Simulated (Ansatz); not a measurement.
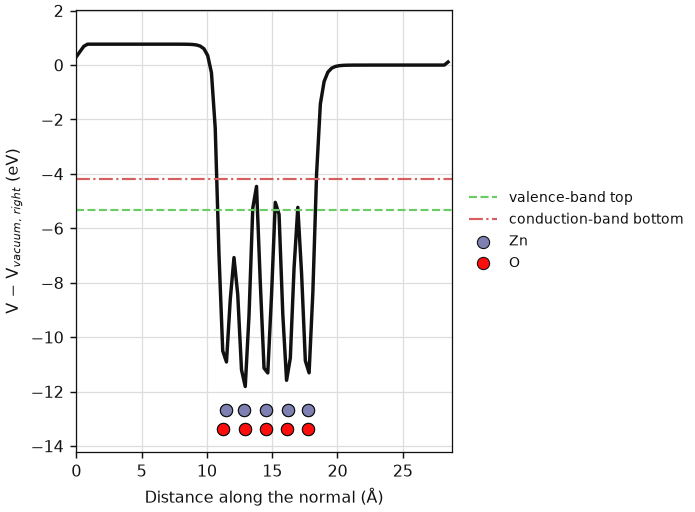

Plane-averaged electrostatic potential energy of an electron across the slab; circles at the bottom mark the heights of the atoms.

Structure: ZnO (slab), 20 atoms in the cell.

Method: DFT PBE, scalar-relativistic, plane waves, PAW, no spin polarisation, 7×6×1 k mesh, Gaussian smearing of 0.1 eV (Ansatz 0.2.0).

**What are the ionisation potential and the electron affinity of the slab?**

From the vacuum level at the right face the ionisation potential is 5.33 eV and the electron affinity 4.18 eV; at the left face they are 6.09 and 4.95 eV. The slab's gap, their difference before rounding, is 1.14 eV.

**Do the two faces differ, and what does that say about the slab's dipole?**

The vacuum level is 0.77 eV higher at the left than at the right, so the slab carries a dipole along its normal; the ramp in the vacuum, at or near the edge of the plot, is the dipole correction that keeps each side flat.

The atoms aren't at rest in this cell (largest force 1.3 eV/Å), so the relaxed material can differ.
